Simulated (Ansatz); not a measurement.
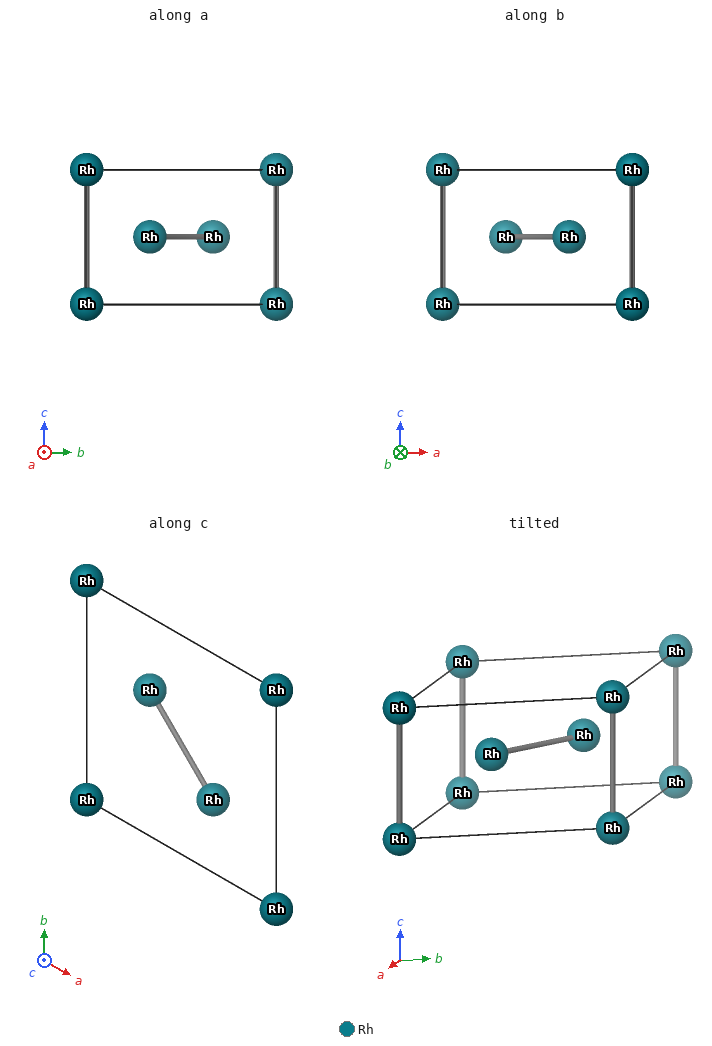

Ball-and-stick representation of a periodic structure, projected along the a axis, along the b axis, along the c axis and slightly off an axis. The frame is the conventional unit cell; atoms at its boundary are shown with their periodic copies.

Lattice parameters: a = 4.303 Å, b = 4.303 Å, c = 2.640 Å, α = 90.00°, β = 90.00°, γ = 120.00°. Put a along x and b in the xy plane.

Question: Reconstruct the structure as a POSCAR file.

Answer:
```
Rh
1.0
     4.303    0.000    0.000
    -2.151    3.726    0.000
     0.000    0.000    2.640
Rh
3
Direct
  0.0000 0.0000 0.0000
  0.3333 0.6667 0.5000
  0.6667 0.3333 0.5000
```

The cell started as a structure type filled with this element by a generator (whether the element takes this form wasn't checked). The final geometry of a relaxation with DFT, r2SCAN, plane waves (500 eV) with PAW, scalar-relativistic in Ansatz 0.2.0 is shown.
